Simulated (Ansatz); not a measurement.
# Cd4O3: what the fields show

The calculation's input:

```
crystal:
  lattice:
    - [1.682137137, 0.9711823289, 10.7475730651]
    - [-1.682137137, 0.9711823289, 10.7475730651]
    - [0.0, -1.9423646578, 10.7475730651]
  atoms:
    - { symbol: Cd, position: [0.8705237385, 0.8705237385, 0.8705237385] }
    - { symbol: Cd, position: [0.3759862344, 0.3759862344, 0.3759862344] }
    - { symbol: Cd, position: [0.6240137656, 0.6240137656, 0.6240137656] }
    - { symbol: Cd, position: [0.1294762615, 0.1294762615, 0.1294762615] }
    - { symbol: O, position: [0.2470758792, 0.2470758792, 0.2470758792] }
    - { symbol: O, position: [0.0, 0.0, 0.0] }
    - { symbol: O, position: [0.7529241208, 0.7529241208, 0.7529241208] }
basis:
  ecutwfc: 420
kpoints:
  mp_grid: { grid: [12, 12, 12] }
hamiltonian:
  xc: pbe
scf:
  occupations: { method: gaussian, width: 0.1 }
output:
  forces: true
  stress: true
  eigenvalues: true
  write_density: true
  write_potential: true
  elf: true
  volumetric_format: npy
relax:
  adjacent_minimum: "off"
  f_tol: 0.001
  max_steps: 60
  cell: { stress_tol: 0.01 }
```

Launched as:

```sh
ansatz run input.yaml --threads 3 --pin off --max-ram 7680MiB --backend cpu --events-out ev --progress --plain --runs-dir out
```

Below, planes, directions and counts refer to the conventional cell (a = 3.36 Å, b = 3.36 Å, c = 32.25 Å, α = 90.00°, β = 90.00°, γ = 120.00°).

Space group R-3m; a generated structure, not necessarily the stable one.

Level of theory: Ansatz 0.2.0, DFT PBE, scalar-relativistic, plane waves, PAW.

In a PAW calculation such maps are meaningful between the atoms, not at the nuclei.

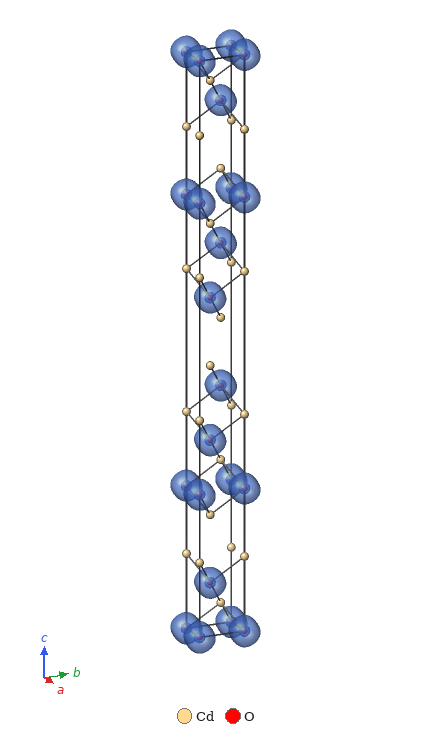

Figure 1. Isosurface of the ELF at 0.65 (blue), seen slightly off an axis. Only the valence region is drawn (cores and ρ < 0.01 e/Å³ removed). Sticks mark near contacts.

Question: Describe the localisation domains.

Answer: The ELF exceeds this value in nine regions wrapped around O (the valence shell of each), counted in one cell of 21 atoms. Regions shared between cells count once. Profiles from the grid: Cd–O (2.38 Å): the ELF is about 0.10 at the midpoint (no shared electron pair shows on this line).

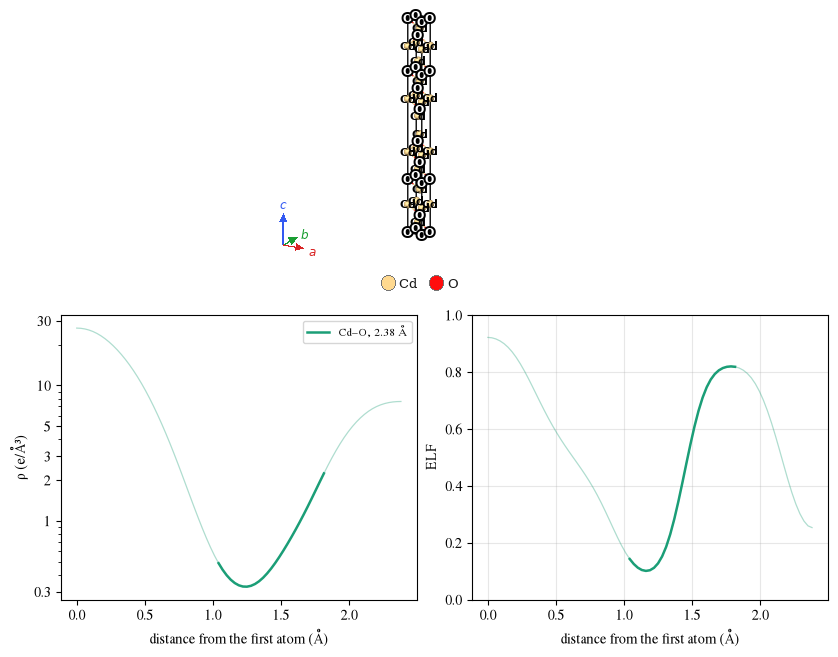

Figure 2. Valence electron density and electron localisation function along straight lines between neighbouring atoms. Thin, pale parts lie inside the atomic spheres. The structure is drawn too.

Question: What can be read from the curves?

Answer: Cd–O (2.38 Å): ρ is about 0.33 e/Å³ halfway; the ELF is about 0.10 at the midpoint (no localised pair shows between them).

Question: Does the calculation give a band gap?

Answer: It is metallic or semimetallic at this level of theory: no gap opens.
